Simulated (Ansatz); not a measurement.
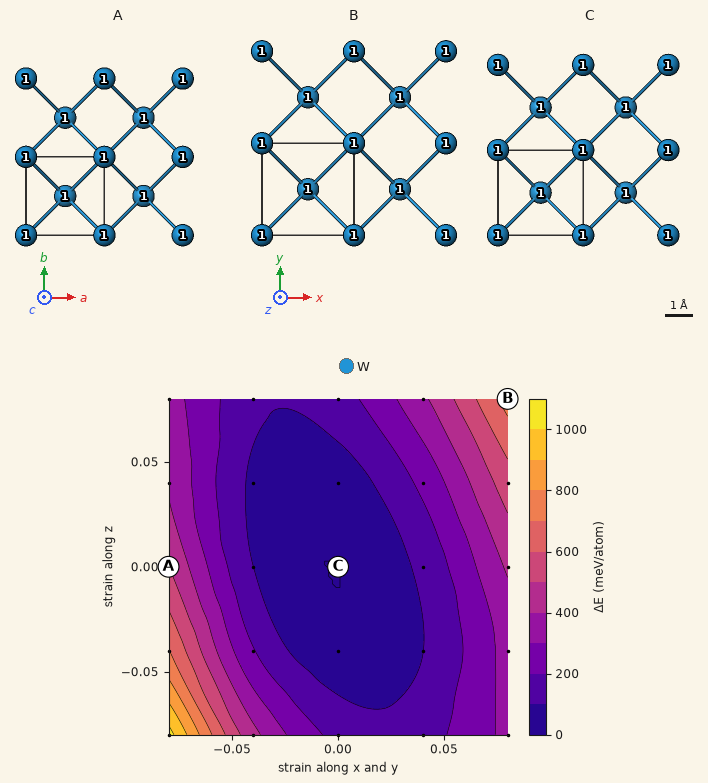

Crystalline W (Im-3m): the cell is strained equally along x and y and separately along z, with the atoms kept at their fractional coordinates. x, y and z are the Cartesian axes of the input. The map is interpolated between the computed points (dots). The lettered frames are marked on it. The picture is a ball-and-stick view of the conventional cell (2 times the calculation's cell), repeated 2 × 2 × 2 with one cell outlined, seen along the c axis. Lengths and directions refer to the drawn axes.

The calculation used DFT PBE, scalar-relativistic, plane waves, PAW in Ansatz 0.2.0. (plane-wave cutoff 420 eV; k-point mesh 20 × 20 × 20; occupations gaussian; smearing width 0.15 eV; no spin polarisation). Energies (free energies at the smearing named) are counted from the cell as listed in its source, which wasn't relaxed.

**Describe the energy landscape.**

In pairs of (strain along x and y; strain along z): the lowest computed point lies at (0.000, 0.000) (0 meV/atom), the highest at (−0.080, −0.080) (1039 meV/atom). The valley is tilted: raising the in-plane strain is made harder by raising the strain along z (cross term 0.45 of the geometric mean of the two curvatures). Over the ranges scanned the energy rises more along the first axis, the in-plane strain. The pressure runs from −43.5 GPa at (0.080, 0.080) to 118.5 GPa at (−0.080, −0.080). The frames lie at A (−0.080, 0.000): 503 meV/atom, B (0.080, 0.080): 740 meV/atom, C (0.000, 0.000): 0 meV/atom.

The computed points:

Rows: strain along x and y; columns: strain along z; values in meV/atom.

```tsv
	−0.080	−0.040	0.000	0.040	0.080
−0.080	1039	707	503	391	343
−0.040	432	207	100	83	128
0.000	171	33	0	50	161
0.040	161	99	127	226	382
0.080	325	334	414	553	740
```
